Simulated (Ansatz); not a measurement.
The compound is CdO (space group Fm-3m, No. 225), taken as the geometry relaxed with Ansatz, DFT, HSE06, plane waves, PAW.

```
Cd O
1.0
     4.70601    0.00000    0.00000
     0.00000    4.70601    0.00000
     0.00000    0.00000    4.70601
Cd O
4 4
Direct
  0.00000 0.00000 0.00000
  0.00000 0.50000 0.50000
  0.50000 0.00000 0.50000
  0.50000 0.50000 0.00000
  0.50000 0.00000 0.00000
  0.50000 0.50000 0.50000
  0.00000 0.00000 0.50000
  0.00000 0.50000 0.00000
```

Describe how the polyhedra about Cd are linked (bonds: Cd–O below 2.6 Å).

Cd: CdO6 octahedron, sharing corners with six neighbours and edges with twelve neighbours.

They form a three-dimensional framework of corner- and edge-sharing octahedra.

Centre to centre across a shared corner: 4.71 Å; across a shared edge: 3.33 Å.

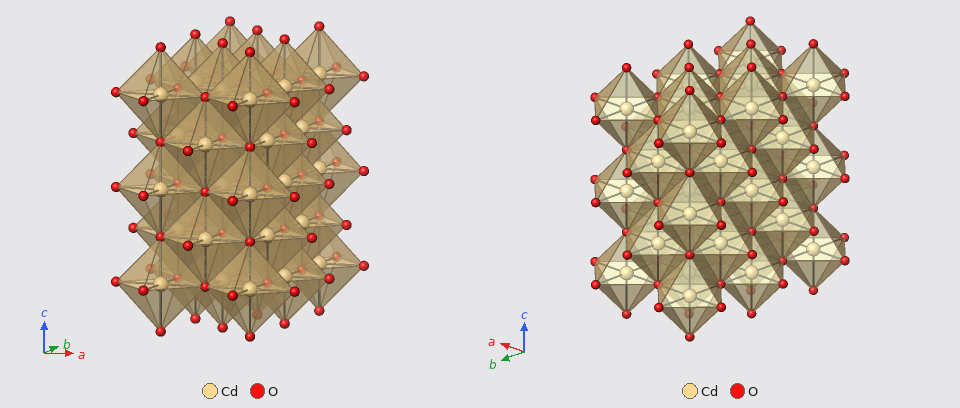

Polyhedra are drawn about Cd (bonds: Cd–O below 2.6 Å); other atoms are plain spheres. Two views of the same piece.
